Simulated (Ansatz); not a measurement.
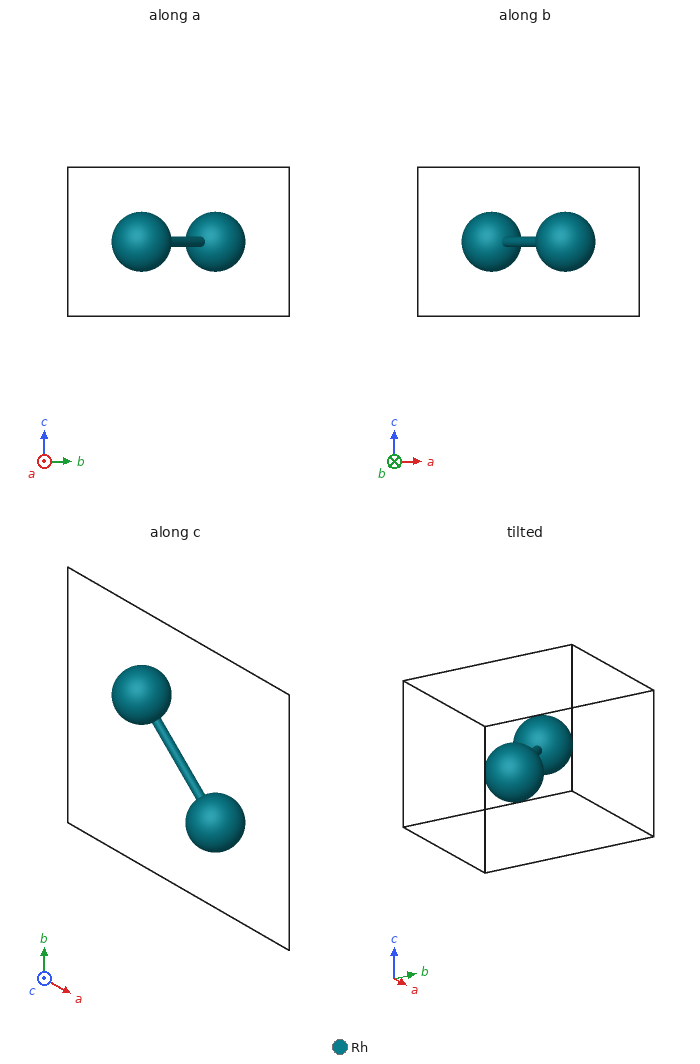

Crystal structure, ball-and-stick style, seen along the a axis, along the b axis, along the c axis and slightly off an axis. The outline marks the conventional unit cell.

Lattice parameters: a = 4.263 Å, b = 4.263 Å, c = 2.487 Å, α = 90.00°, β = 90.00°, γ = 120.00°.

> Reconstruct the structure as a table of Wyckoff sites.

Space group P6/mmm (No. 191).
```csv
atom,site,x,y,z
Rh,2d,0.3333,0.6667,0.5000
```

The initial geometry was a random cell made by a generator, so it need not be a real form of the element. Relaxation method: DFT PBE, scalar-relativistic, plane waves, PAW in Ansatz 0.2.0.
